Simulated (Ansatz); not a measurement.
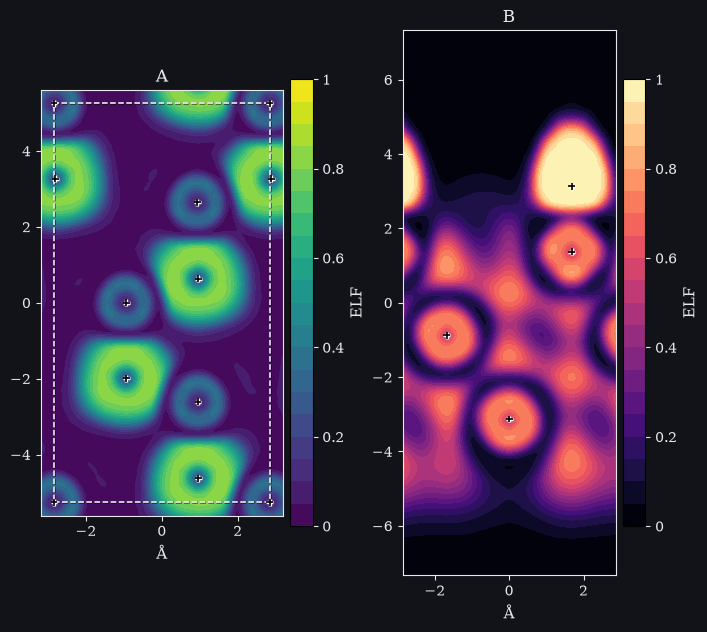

The electron localisation function of 2 systems, each on a plane through atoms (crosses mark nuclei in the plane).

These are results of Ansatz 0.2.0, DFT PBE, scalar-relativistic, plane waves, PAW, not measurements.

System 1: MgO, the (010) plane of the conventional cell. Space group Cm; a structure from a database of computed crystals, not necessarily the ambient phase; changed on purpose from its base cell (mode 20 frozen in at +0.033 Å, equal normal strain along x, y and z +0.0000); not relaxed (largest force 0.4 eV/Å); PAW files of the earlier set (soft_1).

```
Mg O
1.0
     0.00000    5.68204    0.00000
    -3.28053    0.00000    0.00000
     0.00000    0.00000   10.51390
Mg O
8 8
Direct
  0.33233 0.00000 0.96949
  0.83233 0.50000 0.96949
  0.00002 0.00000 0.22082
  0.50002 0.50000 0.22082
  0.49624 0.50000 0.72082
  0.99624 0.00000 0.72082
  0.16640 0.50000 0.46949
  0.66640 0.00000 0.46949
  0.33914 0.00000 0.78004
  0.83914 0.50000 0.78004
  0.00059 0.00000 0.52964
  0.50059 0.50000 0.52964
  0.00131 0.00000 0.02964
  0.50131 0.50000 0.02964
  0.16656 0.50000 0.28004
  0.66656 0.00000 0.28004
```

System 2: Ti3H (slab), the (110) plane of the calculation cell, a cut from vacuum to vacuum. Not relaxed (largest force 0.9 eV/Å); computed without spin polarisation; PAW files of the earlier set (soft_1).

Match each panel to its system.

Panel A is system 1, MgO: the plane holds Mg and O. Mg–O (1.99 Å): the ELF peaks at about 0.85 in the valence shell of O, 0.7 Å from its nucleus, and is about 0.40 at the midpoint (a largely ionic contact). Panel B is system 2, Ti3H: the plane holds Ti and H. Ti–H (1.76 Å): the ELF climbs to about 1 towards the hydrogen.
